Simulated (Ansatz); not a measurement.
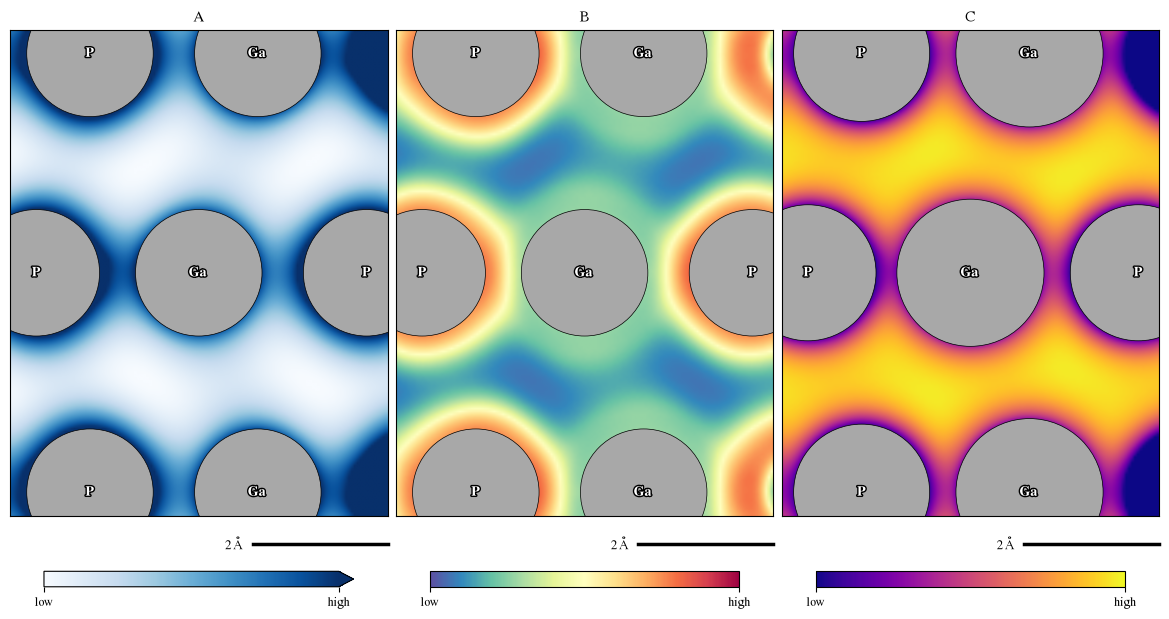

GaP: 3 fields on the (101) plane of the conventional cell, with unlabelled colour scales. Grey discs cover the atomic cores.

Space group Cmcm; a generated structure, not necessarily the stable one; computed pressure about 31 GPa in this cell.

The calculation used Ansatz 0.2.0, DFT LDA, scalar-relativistic, plane waves, PAW.

```
Ga P
1.0
     4.68922    0.00000    0.00000
     0.00000    4.89822    0.00000
     0.00000    0.00000    4.51159
Ga P
4 4
Direct
  0.00000 0.66055 0.25000
  0.50000 0.16055 0.25000
  0.00000 0.33945 0.75000
  0.50000 0.83945 0.75000
  0.00000 0.16880 0.25000
  0.50000 0.66880 0.25000
  0.00000 0.83120 0.75000
  0.50000 0.33120 0.75000
```

The panels show electron localisation function, electrostatic potential energy of an electron and valence pseudo-density in some order. Assign them.

Panel A: valence pseudo-density. Panel B: electron localisation function. Panel C: electrostatic potential energy of an electron (low next to the atoms, rising into the space between them). From the grid: Ga–P (2.41 Å): ρ is about 0.46 e/Å³ halfway; the ELF peaks at about 0.80 in the valence shell of P, 0.8 Å from its nucleus, and is about 0.60 at the midpoint. Ga–P (2.49 Å): ρ at the midpoint is about 0.39 e/Å³; the ELF peaks at about 0.85 in the valence shell of P, 0.8 Å from its nucleus, and is about 0.50 at the midpoint.
